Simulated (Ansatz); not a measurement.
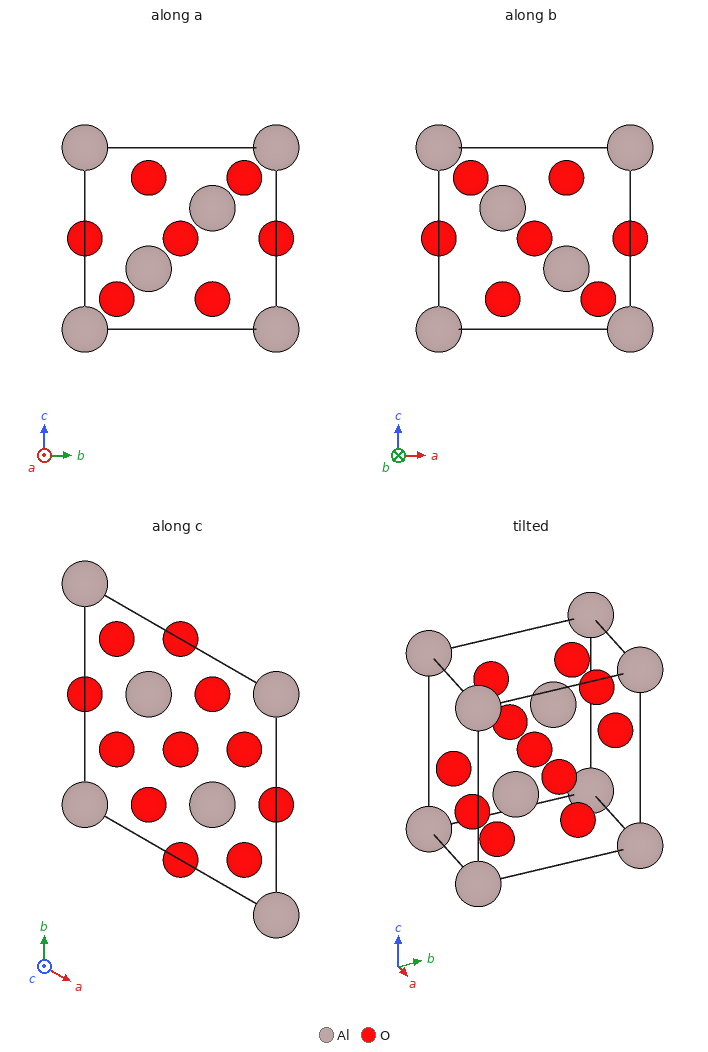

An orthographic spheres-only view of the structure, along the a axis, along the b axis, along the c axis and slightly off an axis. The parallelepiped is the conventional unit cell.

Lattice parameters: a = 5.763 Å, b = 5.763 Å, c = 4.742 Å, α = 90.00°, β = 90.00°, γ = 120.00°. Put a along x and b in the xy plane.

Question: Reconstruct the structure as a POSCAR file.

Answer:
```
Al O
1.0
     5.763    0.000    0.000
    -2.881    4.991    0.000
     0.000    0.000    4.742
Al O
3 9
Direct
  0.0000 0.0000 0.0000
  0.6667 0.3333 0.3333
  0.3333 0.6667 0.6667
  0.3333 0.1667 0.1667
  0.8333 0.1667 0.1667
  0.8333 0.6667 0.1667
  0.0000 0.5000 0.5000
  0.5000 0.5000 0.5000
  0.5000 0.0000 0.5000
  0.6667 0.8333 0.8333
  0.1667 0.8333 0.8333
  0.1667 0.3333 0.8333
```

The cell started as a structure type filled with these elements by a generator (whether the compound takes this form wasn't checked). The picture shows the end point of a geometry optimisation with DFT PBE, scalar-relativistic, plane waves, PAW in Ansatz 0.2.0.
